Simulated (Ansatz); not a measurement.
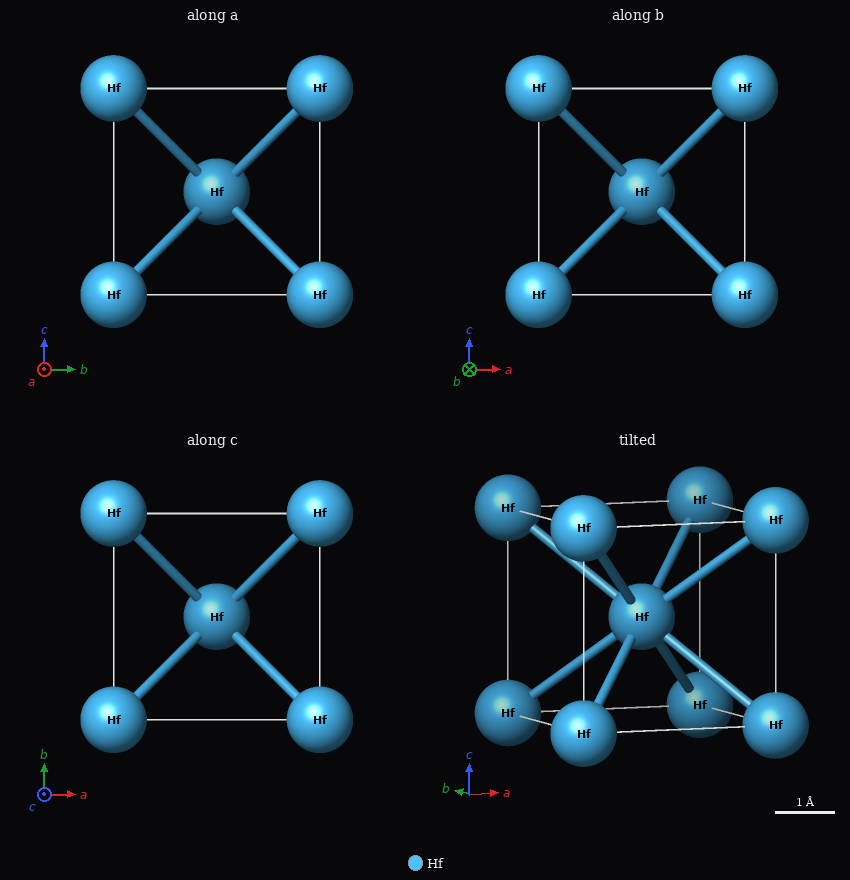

A ball-and-stick picture of a crystal structure, seen along the a axis, along the b axis, along the c axis and slightly off an axis. The lines enclose the conventional unit cell; boundary atoms appear with their images.

Lattice parameters: a = 3.5541 Å, b = 3.5541 Å, c = 3.5541 Å, α = 90.000°, β = 90.000°, γ = 90.000°.

### Give the atomic positions as a CIF in P1 with every atom of the cell.

```cif
data_structure
_symmetry_space_group_name_H-M 'P 1'
_symmetry_Int_Tables_number 1
_cell_length_a 3.5541
_cell_length_b 3.5541
_cell_length_c 3.5541
_cell_angle_alpha 90.000
_cell_angle_beta 90.000
_cell_angle_gamma 90.000
_cell_volume 44.89
loop_
_atom_site_label
_atom_site_type_symbol
_atom_site_fract_x
_atom_site_fract_y
_atom_site_fract_z
_atom_site_occupancy
Hf1 Hf 0.0000 0.0000 0.0000 1
Hf2 Hf 0.5000 0.5000 0.5000 1
```

The model was built from a structure type filled with this element by a generator (whether the element takes this form wasn't checked). Earlier steps of the study may have refined or changed the cell and positions. Ansatz was used for an electronic-structure calculation on it.
